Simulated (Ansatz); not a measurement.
Consider TaSi₂.

Space group P6_222; not relaxed (largest force 0.8 eV/Å). Spin-orbit coupling, left out here, splits and shifts the levels of such heavy elements, by tenths of an eV up to several eV.

```
Ta Si
1.0
     4.78000    0.00000    0.00000
    -2.39000    4.13960    0.00000
     0.00000    0.00000    6.56400
Ta Si
3 6
Direct
  0.50000 0.00000 0.50000
  0.50000 0.50000 0.83333
  0.00000 0.50000 0.16667
  0.16665 0.33330 0.50000
  0.83335 0.16665 0.83333
  0.66670 0.83335 0.16667
  0.83335 0.66670 0.50000
  0.16665 0.83335 0.83333
  0.33330 0.16665 0.16667
```

Computed with DFT PBEsol, scalar-relativistic, plane waves, PAW (Ansatz).

Question: Which states lie at the band edges, or at the Fermi level if it is a metal?

Answer: The calculation finds no gap at the Fermi level.
The states at the Fermi level: Ta 5d (70 %) and Si 3p (25 %) by Löwdin projection on a minimal orbital set; in space Ta about 55 % and Si about 45 %.

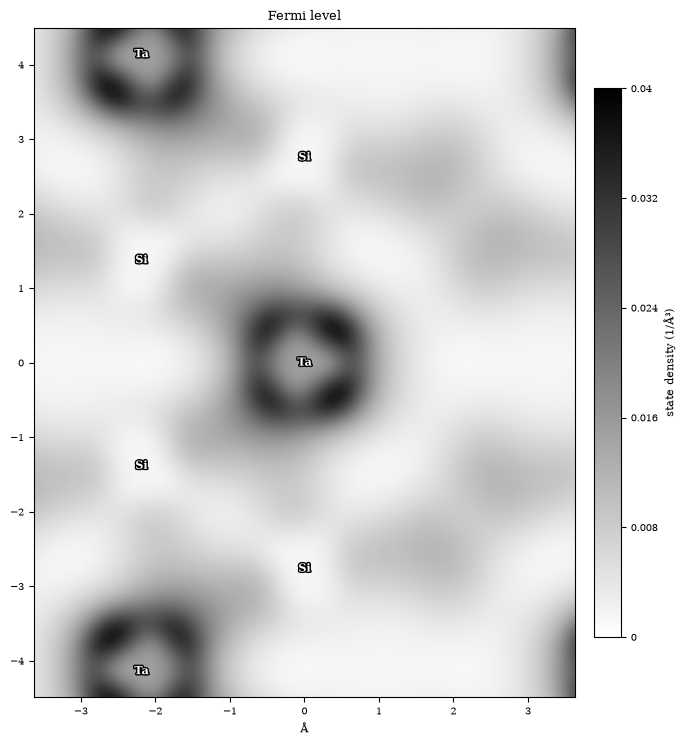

Computed densities of these states (window −0.25 to +0.25 eV about the Fermi level) on the (110) plane of the conventional cell.

In a PAW calculation such maps are meaningful between the atoms, not at the nuclei.
